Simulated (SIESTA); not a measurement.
System: Ge, space group Cmmm (No. 65).

The given structure:
```
CELL_PARAMETERS angstrom
1.39715 -2.60052 0.00000
1.39715 2.60052 0.00000
0.00000 0.00000 2.69823
ATOMIC_POSITIONS crystal
Ge 0.50000 0.50000 0.00000
```

Calculation (SIESTA 5.4.2): DFT in numerical atomic orbitals with pseudopotentials, no spin polarisation; energies at scaled volumes of the given cell, shape and fractions fixed, counted from the fit's minimum, third-order Birch-Murnaghan fit. Level: PBEsol.

| setting | value |
| --- | --- |
| k mesh | 11×11×10 |
| occupations | Fermi–Dirac |
| smearing width | 0.05 eV |
| potentials | PseudoDojo 0.4 standard, converted to PSML, two zetas on semicore shells |
| program settings | basis DZP, mesh cutoff 800 Ry |

What does the calculation give for the energy and pressure against volume? The volume takes the values 18.43, 18.82, 19.21, 19.61, 20.00, 20.39, 20.78 Å³/atom.

A third-order Birch–Murnaghan fit gives V0 = 18.86 Å³/atom, B0 = 71.2 GPa and B′ = 5.1. The energy is 2.27 meV/atom at volume 18.43 Å³/atom and 35.71 meV/atom at 20.78 Å³/atom; the lowest computed point is at volume 18.82 Å³/atom (0.08 meV/atom), in a single well. The pressure falls from 1.73 GPa at volume 18.43 Å³/atom to −5.46 GPa at 20.78 Å³/atom, and changes sign near 18.85 Å³/atom.

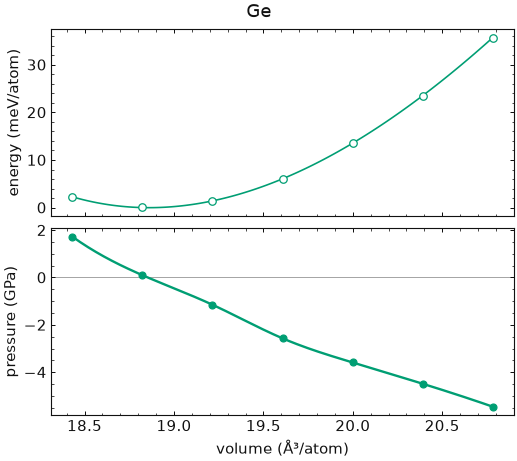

Limits of the calculation: mulliken charges of long orbitals; shape and atomic fractions are frozen while scaling, which makes layered, chain and framework solids too stiff.
